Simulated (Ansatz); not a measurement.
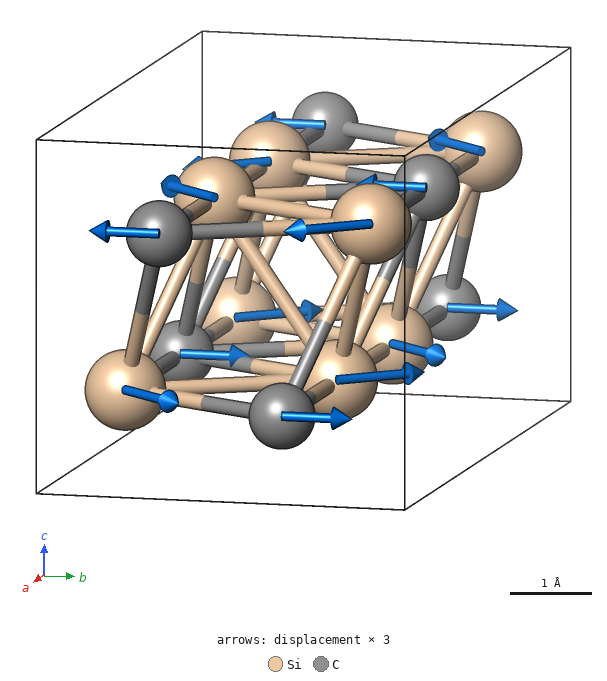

A relaxation of crystalline Si$_{2}$C (a generated structure, set up in Cmcm) (coarse preliminary run). The starting structure is drawn; blue arrows show the displacements (the part carried along by the change of the cell is left out), 3 times their true length.

Style: ball-and-stick. Shown: the conventional cell (2 times the calculation's cell), slightly off an axis. Lengths and directions refer to the drawn axes.

Method: Ansatz 0.2.0, DFT PBE, scalar-relativistic, plane waves, PAW. (plane-wave cutoff 420 eV; k-point mesh 6 × 6 × 4; occupations gaussian; smearing width 0.1 eV; no spin polarisation; cell and atoms relaxed; force threshold 0.04 eV/Å; at most 70 steps)

Q: Atoms of which element are displaced furthest, and by how much?

A: Silicon: up to 0.41 Å, against 0.30 Å for carbon.

Q: Describe the change and its energy.

A: Over 11 accepted moves (14 points after the start) the energy falls by 673 meV per atom. Largest force component: 0.41 eV/Å at the start, 0.0057 eV/Å at the end. Pressure: −16.42 GPa at the start and 0.00 GPa at the end. The line search rejected the trial step at point 9 of the run. At 2 points the geometry stayed and the basis and grid were re-selected for the new cell (energy shift of 0.2 meV per atom at most each time). The largest moves relative to the cell, 0.41 Å, are those of Si atoms. Largest moves by element: Si 0.41 Å, C 0.30 Å. The drawn cell changes as follows: a 8.190 → 8.785 Å (+7.3 %), b 4.728 → 3.642 Å (−23.0 %), c 4.463 → 4.012 Å (−10.1 %); the volume changes by −25.7 %. Near-neighbour distances that change, for instance: Si–Si 3.862 → 2.709 Å, C–Si 2.730 → 2.172 Å, C–Si 2.730 → 3.209 Å, C–Si 2.732 → 2.329 Å. Bond angles that change, for instance: Si–Si–Si 120.0° → 83.9°, Si–Si–Si 120.0° → 138.0°, Si–Si–Si 109.5° → 95.5°. The space group (tolerance 0.01 Å) goes from Cmcm (No. 63) to Fmmm (No. 69).
